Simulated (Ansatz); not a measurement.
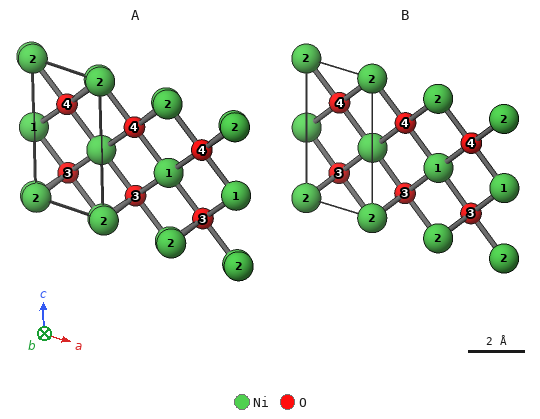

Two geometries of crystalline NiO (set up in P1), drawn at one scale. One is the start of a relaxation, the other its converged end. A ball-and-stick model of the reduced cell, repeated 3 × 1 × 1 with one cell outlined, seen along the b axis. Lengths and directions refer to the drawn axes.

Computed with DFT PBEsol, scalar-relativistic, plane waves, PAW in Ansatz. (plane-wave cutoff 420 eV; k-point mesh 12 × 12 × 14; occupations gaussian; smearing width 0.15 eV; collinear spin; cell and atoms relaxed; force threshold 0.01 eV/Å; at most 80 steps)

### Which one is relaxed?

Structure A is the relaxed one. Case: cell sheared at random, sigma 0.03, atoms nudged by 0.01 Å; relaxed back. Ni1 moves most relative to the cell: 0.015 Å along [−2 1 −2]. Largest moves by element: Ni 0.015 Å, O 0.014 Å. Cell: a 2.819 → 2.922 Å (+3.6 %), b 2.909 → 2.923 Å (+0.4 %), c 5.040 → 5.018 Å (−0.4 %), α 93.0° → 90.0°, β 103.4° → 106.9°, γ 118.1° → 120.0°. Volume +0.4 %. Some distances before and after: Ni2–O4 2.003 → 2.060 Å, Ni1–O3 2.108 → 2.060 Å, Ni1–O4 2.015 → 2.060 Å, Ni1–O3 (another image) 2.023 → 2.060 Å. Bond angles that change, for instance: Ni1–O3–Ni1 86.0° → 90.3°, O3–Ni1–O3 86.0° → 90.3°, Ni1–O3–Ni2 93.9° → 89.7°. Within 0.06 Å the space group is C2/m at the start and Fm-3m at the end; at a tighter tolerance small leftover displacements or strains of the cell lower it. The energy falls by 14.3 meV per atom in 5 accepted moves (7 points after the start). The largest force component goes from 0.17 to 0.00049 eV/Å. Pressure: 1.19 GPa at the start and 0.00 GPa at the end. The SCF was repeated twice at an unchanged geometry on a basis and grid sized afresh for the cell, which shifted the energy by 1.0 meV per atom at most. The program noted that the starting moments weren't kept. The run took 10 min on 2 threads of Intel(R) Xeon(R) 6975P-C (Granite Rapids) (shared host), peak memory 2.5 GiB.
